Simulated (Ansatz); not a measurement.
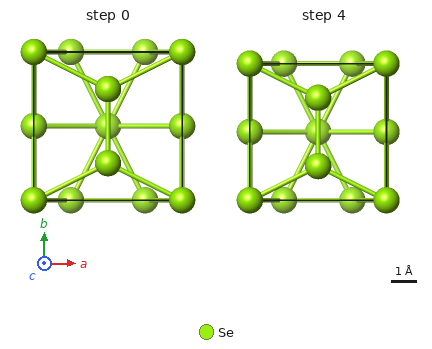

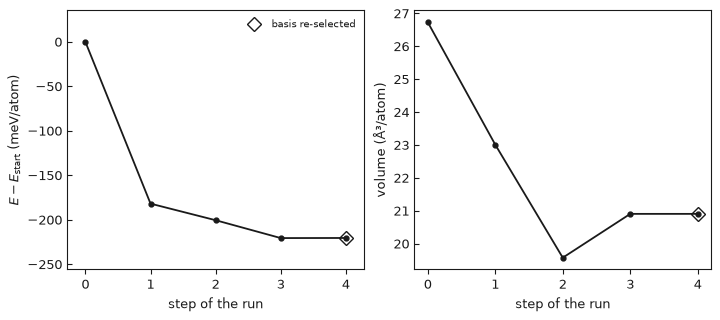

First and last geometry of a relaxation of a crystal of Se (built on the beta-tungsten (A15)_223 type) (coarse preliminary run), with the history of the run. Style: ball-and-stick. Shown: the cell of the calculation, along the c axis.

Case: beta-tungsten (A15) type (Pm-3n, No. 223).

Computed with DFT r2SCAN, scalar-relativistic, plane waves, PAW in Ansatz 0.2.0.

Input
```yaml
crystal:
  lattice:
    - [5.9801658726, 0.0, 0.0]
    - [0.0, 5.9801658726, 0.0]
    - [0.0, 0.0, 5.9801658726]
  atoms:
    - { symbol: Se, position: [0.5, 0.5, 0.5] }
    - { symbol: Se, position: [0.0, 0.0, 0.0] }
    - { symbol: Se, position: [0.25, 0.0, 0.5] }
    - { symbol: Se, position: [0.5, 0.25, 0.0] }
    - { symbol: Se, position: [0.5, 0.75, 0.0] }
    - { symbol: Se, position: [0.75, 0.0, 0.5] }
    - { symbol: Se, position: [0.0, 0.5, 0.75] }
    - { symbol: Se, position: [0.0, 0.5, 0.25] }
basis:
  ecutwfc: 500
kpoints:
  mp_grid: { grid: [4, 4, 4] }
hamiltonian:
  xc: r2scan
scf:
  occupations: { method: gaussian, width: 0.1 }
  lower_state_search: "off"
output:
  forces: true
  stress: true
  eigenvalues: true
relax:
  adjacent_minimum: "off"
  f_tol: 0.04
  max_steps: 70
  cell: { stress_tol: 0.4 }
```

Q: Did the run converge, and what did it change?

A: It converged. After 3 accepted moves (4 points after the start) the energy has fallen by 220 meV per atom. All forces vanish by symmetry, so only the cell relaxes. Pressure: −9.54 GPa at the start and −0.06 GPa at the end. The SCF was repeated once at an unchanged geometry on a basis and grid sized afresh for the cell, which shifted the energy by 0.1 meV per atom at most. The atoms keep their places relative to the cell (all moves are under 0.005 Å). The drawn cell changes as follows: a = b = c 5.980 → 5.510 Å (−7.9 %); the volume changes by −21.8 %. Among the contacts that change: Se1–Se3 3.343 → 3.080 Å, Se3–Se6 2.990 → 2.755 Å. The space group stays Pm-3n (No. 223).

```csv
step,"E − E(0), meV/atom","pressure, GPa","volume, Å³/atom",note
0,0.00,-9.54,26.733,
1,-181.81,-5.33,23.011,
2,-200.44,5.21,19.575,
3,-220.51,-0.06,20.907,
4,-220.40,-0.06,20.907,"same geometry, new basis"
```
